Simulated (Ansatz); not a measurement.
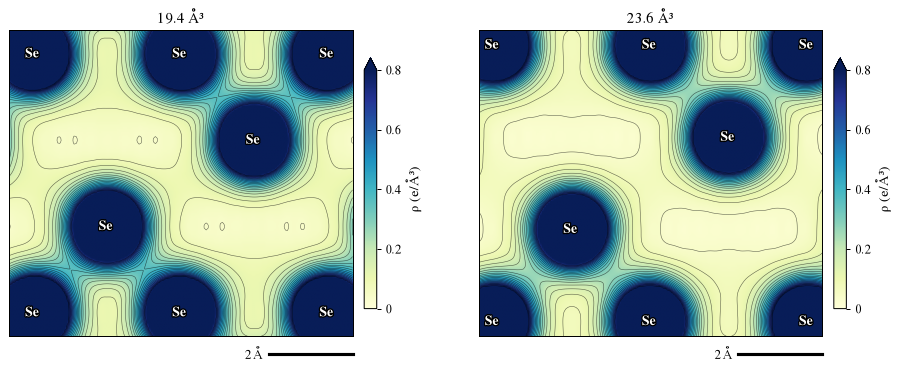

Se. The valence pseudo-density of cells scaled evenly to different volumes (given per atom above each panel), on the (110) plane of each (indices in the axes of the cell below), at one length scale and on one colour scale.

A generated structure, not necessarily the stable one.

Theory: DFT, LDA (PW92), plane waves (420 eV) with PAW, scalar-relativistic (Ansatz 0.2.0).

Core electrons are frozen (PAW), and the valence fields are smoothed inside the atomic spheres.

The largest cell:

```
Se
1.0
     3.80868    0.00000    0.00000
    -1.90434    3.29841    0.00000
     0.00000    0.00000    7.49868
Se
4
Direct
  0.00000 0.00000 0.00000
  0.00000 0.00000 0.50000
  0.33333 0.66667 0.25000
  0.66667 0.33333 0.75000
```

| volume (Å³/atom) | Se–Se contact in the plane (Å) | ρ at its midpoint (e/Å³) | pressure (GPa) | 
| --- | --- | --- | --- |
| 19.35 | 2.706 | 0.360 | 8.4 | 
| 21.03 | 2.782 | ? | ? | 
| 23.55 | 2.890 | 0.264 | −7.2 | 

Estimate the missing row, and compare with the calculation.

Answer. Over the known rows ln ρ falls by 1.69 per Å of Se–Se distance (the line through the two), which gives 0.317 e/Å³ at 2.782 Å; the calculation gives 0.315 e/Å³. For the pressure, a straight line in volume between the neighbouring rows gives 2.2 GPa; the calculation gives 0.1, lower because pressure rises ever faster on compression.
